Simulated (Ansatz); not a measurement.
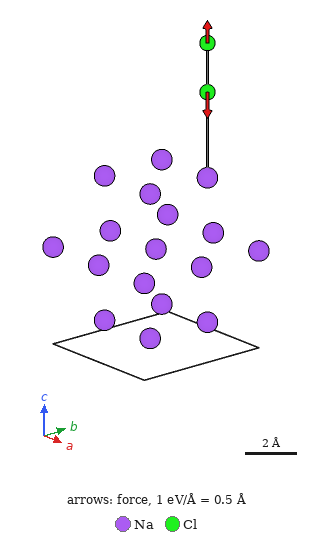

Starting geometry of a slab of composition Na6Cl (cut from the Im-3m phase) with the computed forces as red arrows. The picture is a ball-and-stick view of the cell of the calculation, outlined in the plane, without the vacuum, seen from a free direction.

Case: 1 Cl2 a cell, upright, over a top Na site. The slab is the (1 1 0) face of Na with Cl2 on it. 4 atoms are held fixed.

Theory: DFT PBE+D3(BJ), scalar-relativistic, plane waves, PAW in Ansatz 0.2.0. (plane-wave cutoff 420 eV; k-point mesh 3 × 3 × 1; occupations gaussian; smearing width 0.1 eV; no spin polarisation; dipole correction; atoms relaxed in a fixed cell; force threshold 0.04 eV/Å; at most 100 steps)

Is this structure relaxed? If not, where do the atoms go?

It isn't relaxed: the largest force vector, on a Cl atom, is 2.20 eV/Å. The final displacements have little in common with the starting forces (cosine between the two patterns 0.19). The largest moves, 4.99 Å, are those of Na atoms. Largest moves by element: Na 4.99 Å, Cl 1.14 Å. The cell doesn't change. Some distances before and after: Cl–Cl 1.998 → 3.571 Å, Cl–Na 3.480 → 2.493 Å. Bonds break: Cl–Cl (2.00 → 3.57 Å). The energy falls by 2.865 eV per cell of the calculation in 31 accepted moves (33 points after the start). The largest force component goes from 2.2 to 0.034 eV/Å. 2 steps only repeated the SCF at the same geometry. The forces were under the threshold at step 26, but the run went on from there.

Limits of the set-up: the periodic images lie only 7.1 Å apart, so the values are limited by the cell's size.
